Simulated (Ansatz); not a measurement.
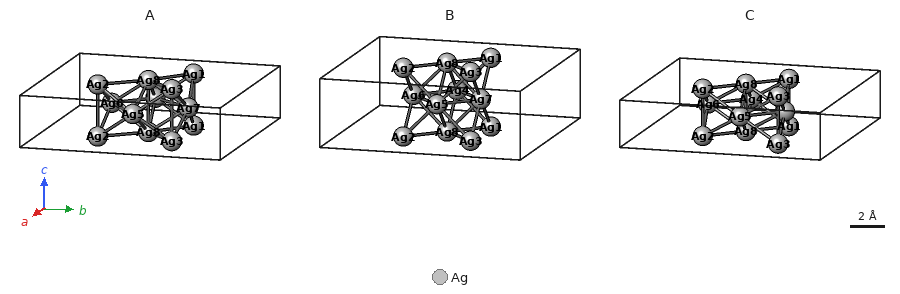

3 geometries from one relaxation of a wire of composition Ag, in shuffled order. Style: ball-and-stick. Shown: the cell of the calculation, with the vacuum cut short, slightly off an axis.

Case: wire along [0 0 1], 8 atoms a period.

Level of theory: DFT PBE, scalar-relativistic, plane waves, PAW (Ansatz). Settings: plane-wave cutoff 420 eV; k-point mesh 1 × 1 × 13; occupations gaussian; smearing width 0.05 eV; no spin polarisation; cell relaxed at fixed a, b, alpha, beta, gamma; force threshold 0.02 eV/Å; at most 45 steps.

Q: Order the frames from highest to lowest energy.

A: B, A, C. They are steps 0, 6, 20, at +1.738 eV per cell of the calculation, +0.571 eV per cell of the calculation relative to the last. Over 17 accepted moves (20 points after the start) the energy falls by 1.738 eV per cell of the calculation. The largest force component goes from 0.53 to 0.00047 eV/Å. The line search rejected the trial steps at points 9, 18 of the run. The SCF was repeated once at an unchanged geometry on a basis and grid sized afresh for the cell, which shifted the energy by 10.4 meV per cell of the calculation at most. The largest move relative to the centre of the atoms is that of Ag3, 0.92 Å. Along the periodic axis the drawn cell goes c 4.147 → 2.853 Å (−31.2 %). Near-neighbour distances that change, for instance: Ag1–Ag1 4.147 → 2.853 Å, Ag4–Ag7 2.932 → 4.078 Å, Ag3–Ag8 2.932 → 3.994 Å, Ag3–Ag5 2.932 → 2.841 Å. Bond angles that change, for instance: Ag4–Ag1–Ag7 60.0° → 90.8°, Ag4–Ag1–Ag4 90.0° → 59.8°, Ag1–Ag4–Ag8 120.0° → 90.3°. Cost: 5.8 min on 4 threads of Intel(R) Xeon(R) Processor @ 2.70GHz, on a shared host, peak memory 1.7 GiB.

Limits of the set-up: the k-point mesh is coarse for a cell with partly filled bands.
